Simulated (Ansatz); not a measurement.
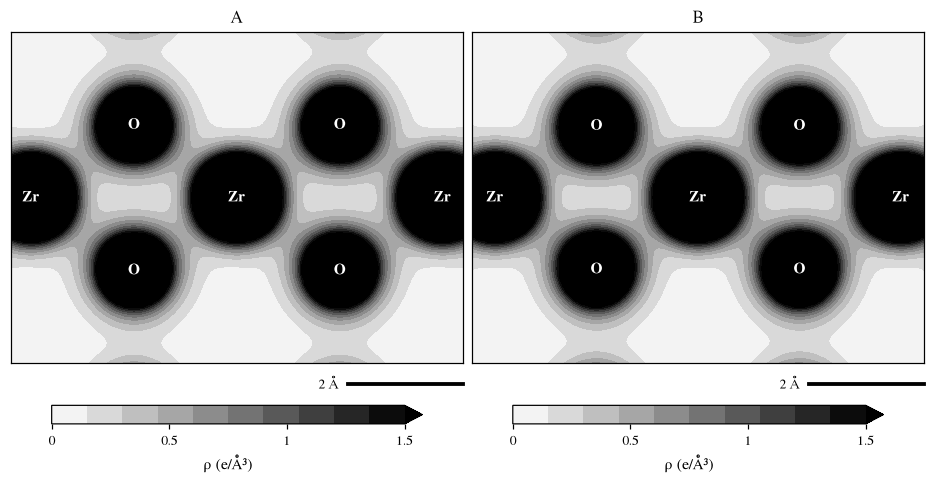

ZrO₂. The valence pseudo-density of two cells that differ in size, on the (11̄0) plane of each (indices in the axes of the calculation cell), at one length scale and on one colour scale; one has 10.3 and the other 10.8 Å³ an atom.

All numbers below come from Kohn-Sham DFT of a periodic cell, r2SCAN, Ansatz PAW (Ansatz).

In a PAW calculation such maps are meaningful between the atoms, not at the nuclei.

> Which is the denser cell? Describe the effect of the change.

Panel B is the smaller cell, by 4 % in volume. From the larger cell to the smaller, Zr–O goes from 2.19 to 2.16 Å, and the density at its midpoint from 0.54 to 0.58 e/Å³; the pressure goes from 5 to 18 GPa; the Kohn–Sham gap goes from 4.0 eV to 4.1 eV.
